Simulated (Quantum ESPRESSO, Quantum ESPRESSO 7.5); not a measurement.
## stanene, 1 layer: a series in biaxial strain

Wanted: a table for stanene, 1 layer against biaxial strain, and what can be fitted to it.

Main program and level: Quantum ESPRESSO 7.5; plane-wave DFT, PBE, GBRV ultrasoft pseudopotentials.

## Step 1: Starting point

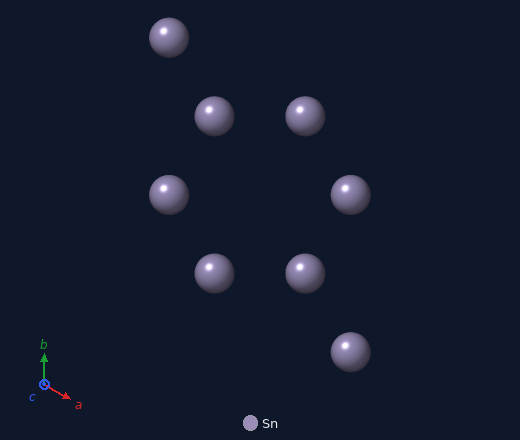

Start, viewed from above; tin purple. 2×2×1 cells are drawn.

The cell holds 2 atoms: 2 Sn. Cell: a = 4.670 Å, b = 4.670 Å, c = 15.850 Å, α = 90.0°, β = 90.0°, γ = 120.0°. It derives from Sn. Vacuum lies along c.

Set-up: Cell and atoms are first relaxed; each strained cell is then held and the atoms relax in it. A periodic run with 15 Å of vacuum in the starting cell gives the vacuum levels, and bands follow along a path.

Members -2, -1, 0, 1 and 2 took the same steps and show in the table alone.

## Step 2: Variable-cell relaxation of the reference

What the set-up leaves free in this member is relaxed.

ref.relax.in

```
&control
  prefix = 'ref.relax'
  outdir = './out'
  pseudo_dir = './pseudo'
  nstep = 80
  forc_conv_thr = 0.0004
  calculation = 'vc-relax'
  etot_conv_thr = 1e-06
/
&system
  ibrav = 0
  nat = 2
  ntyp = 1
  ecutwfc = 50
  ecutrho = 250
  occupations = 'smearing'
  smearing = 'fd'
  degauss = 0.004
/
&electrons
  conv_thr = 1e-09
  mixing_beta = 0.4
  electron_maxstep = 120
  mixing_mode = 'plain'
/
&ions
/
&cell
  cell_dofree = '2Dxy'
  press_conv_thr = 0.3
/
ATOMIC_SPECIES
  Sn  118.7100  sn_pbe_v1.4.uspp.F.UPF
CELL_PARAMETERS angstrom
  4.67000000000000 0.00000000000000 0.00000000000000
  -2.33500000000000 4.04433863567333 0.00000000000000
  0.00000000000000 0.00000000000000 15.85000000000000
ATOMIC_POSITIONS crystal
  Sn  0.666666666700 0.333333333300 0.473186119874
  Sn  0.333333333300 0.666666666700 0.526813880126
K_POINTS automatic
  6 6 1 0 0 0
```

Command:

```console
OMP_NUM_THREADS=1 mpirun -n 4 pw.x -nk 2 -in ref.relax.in > ref.relax.out
```

The log of the run:

```text
Program PWSCF v.7.5 starts
[citation notice left out]

     Parallel version (MPI & OpenMP), running on       4 processor cores
     Number of MPI processes:                 4
     Threads/MPI process:                     1

     MPI processes distributed on     1 nodes
[...]
Current dimensions of program PWSCF are:
     Max number of different atomic species (ntypx) = 10
     Max number of k-points (npk) =  40000
     Max angular momentum in pseudopotentials (lmaxx) =  4
     Message from routine setup:
     using ibrav=0 with symmetry is DISCOURAGED, use correct ibrav instead

     K-points division:     npool     =       2
     R & G space division:  proc/nbgrp/npool/nimage =       2
     Subspace diagonalization in iterative solution of the eigenvalue problem:
     a serial algorithm will be used

     Parallelization info
     --------------------
     sticks:   dense  smooth     PW     G-vecs:    dense   smooth      PW
     Min         672     534    155                67444    48306    7367
     Max         673     535    158                67455    48321    7368
     Sum        1345    1069    313               134899    96627   14735

     Using Slab Decomposition

     bravais-lattice index     =            0
     lattice parameter (alat)  =       8.8250  a.u.
     unit-cell volume          =    2020.1809 (a.u.)^3
     number of atoms/cell      =            2
     number of atomic types    =            1
     number of electrons       =        28.00
     number of Kohn-Sham states=           18
     kinetic-energy cutoff     =      50.0000  Ry
     charge density cutoff     =     250.0000  Ry
     scf convergence threshold =      1.0E-09
     mixing beta               =       0.4000
     number of iterations used =            8  plain     mixing
     energy convergence thresh.=      1.0E-06
     force convergence thresh. =      4.0E-04
     press convergence thresh. =      3.0E-01
     Exchange-correlation=  SLA  PW   PBX  PBC
                           (   1   4   3   4   0   0   0)
     nstep                     =           80

     celldm(1)=   8.825021  celldm(2)=   0.000000  celldm(3)=   0.000000
     celldm(4)=   0.000000  celldm(5)=   0.000000  celldm(6)=   0.000000

     crystal axes: (cart. coord. in units of alat)
               a(1) = (   1.000000   0.000000   0.000000 )
               a(2) = (  -0.500000   0.866025   0.000000 )
               a(3) = (   0.000000   0.000000   3.394004 )

     reciprocal axes: (cart. coord. in units 2 pi/alat)
               b(1) = (  1.000000  0.577350 -0.000000 )
               b(2) = (  0.000000  1.154701  0.000000 )
               b(3) = (  0.000000 -0.000000  0.294637 )

     PseudoPot. # 1 for Sn read from file:
     ./pseudo/sn_pbe_v1.4.uspp.F.UPF
     Pseudo is Ultrasoft + core correction, Zval = 14.0
     Generated by new atomic code, or converted to UPF format
     Using radial grid of  891 points,  6 beta functions with:
                l(1) =   0
                l(2) =   0
                l(3) =   1
                l(4) =   1
                l(5) =   2
                l(6) =   2
     Q(r) pseudized with  8 coefficients,  rinner =    1.350   1.350   1.350
                                                       1.350   1.350

     atomic species   valence    mass     pseudopotential
     Sn               14.00   118.71000     Sn( 1.00)

     12 Sym. Ops., with inversion, found

   Cartesian axes

     site n.     atom                  positions (alat units)
         1        Sn     tau(   1) = (   0.5000000   0.2886751   1.6059957  )
         2        Sn     tau(   2) = (  -0.0000000   0.5773503   1.7880086  )

     number of k points=     7  Fermi-Dirac smearing, width (Ry)=  0.0040
                       cart. coord. in units 2pi/alat
        k(    1) = (   0.0000000   0.0000000   0.0000000), wk =   0.0555556
        k(    2) = (   0.0000000   0.1924501   0.0000000), wk =   0.3333333
        k(    3) = (   0.0000000   0.3849002   0.0000000), wk =   0.3333333
        k(    4) = (   0.0000000  -0.5773503   0.0000000), wk =   0.1666667
        k(    5) = (   0.1666667   0.2886751   0.0000000), wk =   0.3333333
        k(    6) = (   0.1666667   0.4811252   0.0000000), wk =   0.6666667
        k(    7) = (   0.3333333   0.5773503   0.0000000), wk =   0.1111111

     Dense  grid:   134899 G-vectors     FFT dimensions: (  45,  45, 160)

     Smooth grid:    96627 G-vectors     FFT dimensions: (  40,  40, 135)

     Estimated max dynamical RAM per process >     156.84 MB

     Estimated total dynamical RAM >     594.42 MB

     Check: negative core charge=   -0.000002

     Initial potential from superposition of free atoms

     starting charge      25.9999, renormalised to      28.0000

     negative rho (up, down):  3.503E-04 0.000E+00
     Starting wfcs are   18 randomized atomic wfcs

     total cpu time spent up to now is        1.2 secs

     per-process dynamical memory:    50.7 Mb

     Self-consistent Calculation

     iteration #  1     ecut=    50.00 Ry     beta= 0.40
     Davidson diagonalization with overlap
     ethr =  1.00E-02,  avg # of iterations =  7.3

     negative rho (up, down):  1.978E-04 0.000E+00

     total cpu time spent up to now is        2.2 secs

     total energy              =    -318.20287060 Ry
     estimated scf accuracy    <       2.26051170 Ry

     iteration #  2     ecut=    50.00 Ry     beta= 0.40
[...]
negative rho (up, down):  2.485E-04 0.000E+00

[...]
total energy              =    -318.33200081 Ry
     estimated scf accuracy    <       0.18360801 Ry

     iteration #  3     ecut=    50.00 Ry     beta= 0.40
[...]
negative rho (up, down):  3.434E-04 0.000E+00

[...]
total energy              =    -318.41572286 Ry
     estimated scf accuracy    <       0.01624199 Ry

     iteration #  4     ecut=    50.00 Ry     beta= 0.40
[...]
negative rho (up, down):  3.715E-04 0.000E+00

[...]
total energy              =    -318.42130424 Ry
     estimated scf accuracy    <       0.00667418 Ry

     iteration #  5     ecut=    50.00 Ry     beta= 0.40
[...]
negative rho (up, down):  3.968E-04 0.000E+00

[...]
total energy              =    -318.42342664 Ry
     estimated scf accuracy    <       0.00018634 Ry

     iteration #  6     ecut=    50.00 Ry     beta= 0.40
[...]
negative rho (up, down):  4.089E-04 0.000E+00

[...]
0.000000000   0.000000000  15.850000000

ATOMIC_POSITIONS (crystal)
Sn               0.6666666667        0.3333333333        0.4730871045
Sn               0.3333333333        0.6666666667        0.5269128955

[...]
NEW-OLD atomic charge density approx. for the potential
     New effective cutoffs (rho, wfc):  251.12   50.23

     Check: negative core charge=   -0.000002

     negative rho (up, down):  4.114E-04 0.000E+00

     total cpu time spent up to now is       26.4 secs

     per-process dynamical memory:    58.3 Mb

[...]
!    total energy              =    -318.42359721 Ry
[...]
Total force =     0.001348     Total SCF correction =     0.000031
[...]
number of bfgs steps    =   3
[...]
new trust radius        =       0.0145534023 bohr
[...]
!    total energy              =    -318.42373341 Ry
[...]
Total force =     0.001563     Total SCF correction =     0.000004
[...]
number of bfgs steps    =   4
[...]
new trust radius        =       0.0218301034 bohr
[...]
!    total energy              =    -318.42390248 Ry
[...]
Total force =     0.001809     Total SCF correction =     0.000012
[...]
number of bfgs steps    =   5
[...]
new trust radius        =       0.0327451551 bohr
[...]
!    total energy              =    -318.42407539 Ry
[...]
Total force =     0.002117     Total SCF correction =     0.000001
[...]
number of bfgs steps    =   6
[...]
new trust radius        =       0.0411031984 bohr
[...]
!    total energy              =    -318.42415718 Ry
[...]
Total force =     0.002569     Total SCF correction =     0.000012
[...]
number of bfgs steps    =   7
[...]
new trust radius        =       0.0022865650 bohr
[...]
!    total energy              =    -318.42416384 Ry
[...]
Total force =     0.002335     Total SCF correction =     0.000025
[...]
number of bfgs steps    =   8
[...]
WARNING: bfgs curvature condition failed, Theta= 0.882
     new trust radius        =       0.0025152215 bohr
[...]
!    total energy              =    -318.42417030 Ry
[...]
Total force =     0.002052     Total SCF correction =     0.000005
[...]
number of bfgs steps    =   9
[...]
new trust radius        =       0.0037728322 bohr
[...]
!    total energy              =    -318.42417960 Ry
[...]
Total force =     0.001559     Total SCF correction =     0.000001
[...]
number of bfgs steps    =  10
[...]
new trust radius        =       0.0056592483 bohr
[...]
!    total energy              =    -318.42418881 Ry
[...]
Total force =     0.000898     Total SCF correction =     0.000011
[...]
number of bfgs steps    =  11
[...]
new trust radius        =       0.0084888725 bohr
[...]
!    total energy              =    -318.42419381 Ry
[...]
Total force =     0.000033     Total SCF correction =     0.000002
[...]
number of bfgs steps    =  12
[...]
new trust radius        =       0.0003611570 bohr
[...]
!    total energy              =    -318.42419383 Ry
[...]
Total force =     0.000004     Total SCF correction =     0.000001
[...]
Self-consistent Calculation

     iteration #  1     ecut=    50.00 Ry     beta= 0.40
     Davidson diagonalization with overlap
     c_bands:  3 eigenvalues not converged
     c_bands:  4 eigenvalues not converged
     c_bands:  3 eigenvalues not converged
     c_bands:  2 eigenvalues not converged
     ethr =  1.00E-06,  avg # of iterations = 20.0

     negative rho (up, down):  6.858E-05 0.000E+00

     total cpu time spent up to now is      112.5 secs

     total energy              =    -317.93293525 Ry
     estimated scf accuracy    <       2.76019328 Ry

[...]
iteration # 16     ecut=    50.00 Ry     beta= 0.40
[...]
negative rho (up, down):  4.145E-04 0.000E+00

[...]
End of self-consistent calculation

          k = 0.0000 0.0000 0.0000 ( 11659 PWs)   bands (ev):

   -22.8301 -22.8301 -22.7326 -22.7326 -22.6964 -22.6538 -22.4797 -22.4797
   -22.4185 -22.4185 -10.8134  -4.6607  -1.5688  -1.5688  -0.9059   0.4655
     2.5544   2.6689

          k =-0.0000 0.1955 0.0000 ( 11665 PWs)   bands (ev):

   -22.8372 -22.8363 -22.7424 -22.7155 -22.6846 -22.6321 -22.5089 -22.5065
   -22.4099 -22.3957 -10.5678  -5.0492  -2.9098  -2.0094   0.2965   0.5072
     2.0003   2.7798

          k =-0.0000 0.3910 0.0000 ( 11709 PWs)   bands (ev):

   -22.8455 -22.8335 -22.7676 -22.6855 -22.6825 -22.5756 -22.5498 -22.5383
   -22.4161 -22.3696  -9.8682  -6.5355  -2.8945  -2.6240  -0.3592   0.4325
     2.5880   3.6065

          k = 0.0000-0.5865 0.0000 ( 11710 PWs)   bands (ev):

   -22.8479 -22.8182 -22.7904 -22.6885 -22.6708 -22.5684 -22.5519 -22.5334
   -22.4316 -22.3598  -9.1780  -7.6190  -2.8648  -2.4863  -0.9228   0.2124
     3.0768   3.9696

          k = 0.1693 0.2933 0.0000 ( 11690 PWs)   bands (ev):

   -22.8501 -22.8328 -22.7586 -22.7016 -22.6593 -22.6022 -22.5378 -22.5334
   -22.4244 -22.3646 -10.0895  -6.0464  -2.9246  -2.9204   0.1121   1.4388
     1.9004   3.0681

          k = 0.1693 0.4888 0.0000 ( 11679 PWs)   bands (ev):

   -22.8602 -22.8181 -22.7862 -22.6745 -22.6488 -22.5784 -22.5591 -22.5362
   -22.4588 -22.3394  -9.2429  -7.4180  -3.6447  -2.2940  -0.7677   1.5455
     2.7773   3.1915

[...]
the Fermi energy is    -1.4842 ev

!    total energy              =    -318.42240220 Ry
     estimated scf accuracy    <          3.8E-13 Ry
     smearing contrib. (-TS)   =      -0.00080947 Ry
     internal energy E=F+TS    =    -318.42159274 Ry

     The total energy is F=E-TS. E is the sum of the following terms:
     one-electron contribution =    -683.72169236 Ry
     hartree contribution      =     349.98639032 Ry
     xc contribution           =     -85.88430665 Ry
     ewald contribution        =     101.19801595 Ry

     convergence has been achieved in  16 iterations

     negative rho (up, down):  4.145E-04 0.000E+00

     Forces acting on atoms (cartesian axes, Ry/au):

     atom    1 type  1   force =     0.00000000    0.00000000   -0.00000650
     atom    2 type  1   force =     0.00000000    0.00000000    0.00000650

     Total force =     0.000009     Total SCF correction =     0.000000

     Computing stress (Cartesian axis) and pressure

     negative rho (up, down):  4.145E-04 0.000E+00
          total   stress  (Ry/bohr**3)                   (kbar)     P=       -1.70
  -0.00000269   0.00000000  -0.00000000           -0.40        0.00       -0.00
   0.00000000  -0.00000269  -0.00000000            0.00       -0.40       -0.00
   0.00000000   0.00000000  -0.00002928            0.00        0.00       -4.31

[...]
=------------------------------------------------------------------------------=
   JOB DONE.
=------------------------------------------------------------------------------=
```

Run time: 2.1 min. Hardware: 4 MPI ranks of Intel Xeon Platinum 8488C (Sapphire Rapids), shared host; peak memory 0.77 GiB.

The steps of the relaxation:

```tsv
step	energy less that of the first step (eV)	largest force (eV/Å)	volume (Å³)
1	0.0000	0.0176	299.36
2	-0.0009	0.0196	298.97
3	-0.0019	0.0223	298.54
4	-0.0033	0.0245	297.89
5	-0.0051	0.0284	296.93
6	-0.0074	0.0329	295.48
7	-0.0098	0.0385	293.32
8	-0.0109	0.0467	290.61
9	-0.0110	0.0425	290.52
10	-0.0111	0.0373	290.41
11	-0.0112	0.0283	290.39
12	-0.0113	0.0163	290.30
13	-0.0114	0.0006	290.07
14	-0.0114	0.0001	290.05
15	0.0130	0.0002	290.05
```

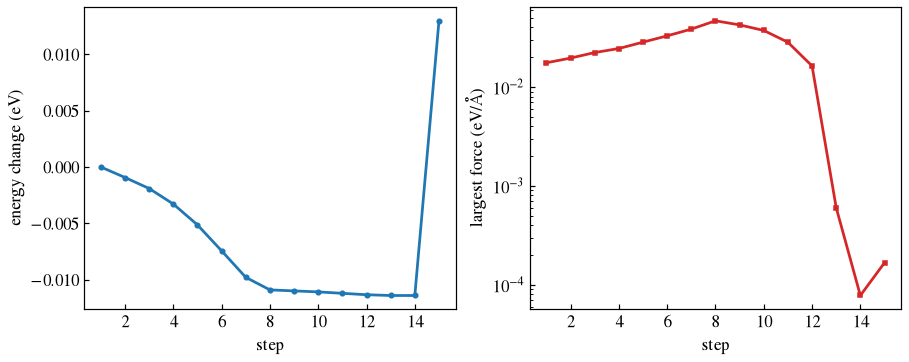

Energy and largest force along the relaxation.

```tsv
cell as run	before	after	change
a (Å)	4.670	4.597	-1.6 %
b (Å)	4.670	4.597	-1.6 %
```

The atoms that moved most (Å, along periodic axes as changes of fractional coordinates times the final cell, across vacuum about the mean position):

```tsv
atom	dx	dy	dz	length
Sn1	0.000	0.000	-0.027	0.027
Sn2	0.000	0.000	0.027	0.027
```

The relaxed structure:

```cif
data_structure
_symmetry_space_group_name_H-M 'P 1'
_symmetry_Int_Tables_number 1
_cell_length_a 4.5968
_cell_length_b 4.5968
_cell_length_c 15.8500
_cell_angle_alpha 90.000
_cell_angle_beta 90.000
_cell_angle_gamma 120.000
_cell_volume 290.05
loop_
_atom_site_label
_atom_site_type_symbol
_atom_site_fract_x
_atom_site_fract_y
_atom_site_fract_z
_atom_site_occupancy
Sn1 Sn 0.66667 0.33333 0.47150 1
Sn2 Sn 0.33333 0.66667 0.52850 1
```

 The last row is no step: it is a fresh SCF in the final cell with a new plane-wave basis, +24 meV from the row before, a sign that the cell is biased by the basis (Pulay stress).

This step gave:

| Item | Value |
| --- | --- |
| free energy | -4332.3575 eV |
| energy at zero smearing | -4332.3520 eV |
| Fermi energy | -1.484 eV |

[end of part 1 of 6]

[Logs are printed without paths, hosts, clocks, repeated set-up lines and the standing remarks that a program may print on its own settings, such as how far it seeks lower states.]

[Hosts, paths, dates, database ids (printed as entryN), source tags and the programs' standing remarks are cut or masked in the printed files.]

[Maps of the electrostatic potential energy from Ansatz leave out the sawtooth potential of an applied field or a dipole correction, so their vacuum need not be flat; planar profiles and work functions include it.]
